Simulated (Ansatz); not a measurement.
# Sc$_{2}$Al$_{3}$N$_{5}$: what the fields show

```
CELL_PARAMETERS angstrom
3.02013 0.00000 0.00000
-1.51007 2.61551 0.00000
0.00000 0.00000 36.74152
ATOMIC_POSITIONS crystal
Sc 0.66667 0.33333 0.23410
Sc 0.33333 0.66667 0.56743
Sc 0.00000 0.00000 0.90076
Sc 0.00000 0.00000 0.09924
Sc 0.66667 0.33333 0.43257
Sc 0.33333 0.66667 0.76590
Al 0.00000 0.00000 0.30145
Al 0.66667 0.33333 0.63479
Al 0.33333 0.66667 0.96812
Al 0.33333 0.66667 0.16667
Al 0.00000 0.00000 0.50000
Al 0.66667 0.33333 0.83333
Al 0.66667 0.33333 0.03188
Al 0.33333 0.66667 0.36521
Al 0.00000 0.00000 0.69855
N 0.33333 0.66667 0.27056
N 0.00000 0.00000 0.60389
N 0.66667 0.33333 0.93722
N 0.00000 0.00000 0.19771
N 0.66667 0.33333 0.53104
N 0.33333 0.66667 0.86437
N 0.66667 0.33333 0.13563
N 0.33333 0.66667 0.46896
N 0.00000 0.00000 0.80229
N 0.33333 0.66667 0.06278
N 0.00000 0.00000 0.39611
N 0.66667 0.33333 0.72944
N 0.00000 0.00000 0.00000
N 0.66667 0.33333 0.33333
N 0.33333 0.66667 0.66667
```

Space group R-3m; a structure generated by program, which may or may not match a known phase.

Computed with DFT PBE, scalar-relativistic, plane waves, PAW (Ansatz 0.2.0).

Core electrons are frozen (PAW), and the valence fields are smoothed inside the atomic spheres.

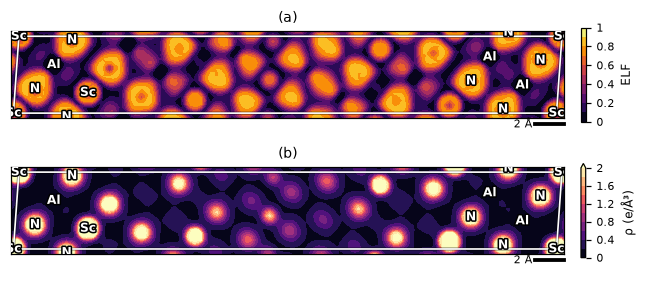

Figure 1. (a) ELF; (b) valence pseudo-density on the (111) plane of the conventional cell.

What do the fields say about this system?

Answer.
- The plane passes through Sc, Al and N nuclei.
- Atoms just off the plane (Sc, 0.3 Å away, Al, 0.3 Å away and N, 0.3 Å away) can leave unmarked features too.
- Al–N (2.08 Å): ρ is about 0.48 e/Å³ halfway; the ELF peaks at about 0.85 in the valence shell of N, 0.8 Å from its nucleus, and is about 0.80 at the midpoint.
- Sc–N (2.20 Å): ρ is about 0.45 e/Å³ halfway; the ELF peaks at about 0.80 in the valence shell of N, 0.7 Å from its nucleus, and is about 0.20 at the midpoint: no shared electron pair shows on this line.
- Between the atoms the lowest density in this plane is 0.09 e/Å³.
- The features right at Sc lie inside the PAW spheres, where the map follows smoothed inner orbitals and isn't to be read closely.

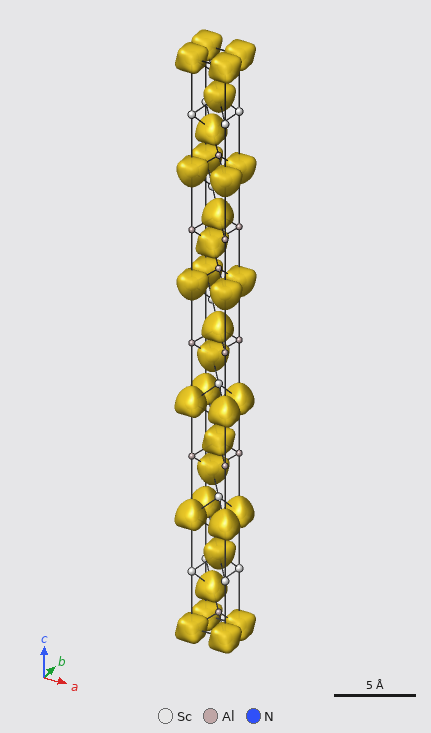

Figure 2. Isosurface of the ELF at 0.7 (yellow), seen slightly off an axis. Core shells and regions of very low density are left out. Sticks mark near contacts.

Identify the bonds, lone pairs and shells in this picture.

Answer. The ELF exceeds this value in 15 regions on N in which the atom's valence shell and bonds are merged, counted in one cell of 30 atoms. Any copies at cell faces, edges or corners count once.

Does the calculation make it a metal, or give it a gap?

Answer. It is gapped, with a Kohn–Sham gap of 0.93 eV on the k-point mesh, an upper bound to the gap of this method.

What Bader charges does the calculation give?

Answer. Electrons move from Sc and Al towards N. Bader charges: Sc +1.81, Al +2.46 and N −2.44 to −2.13 e.
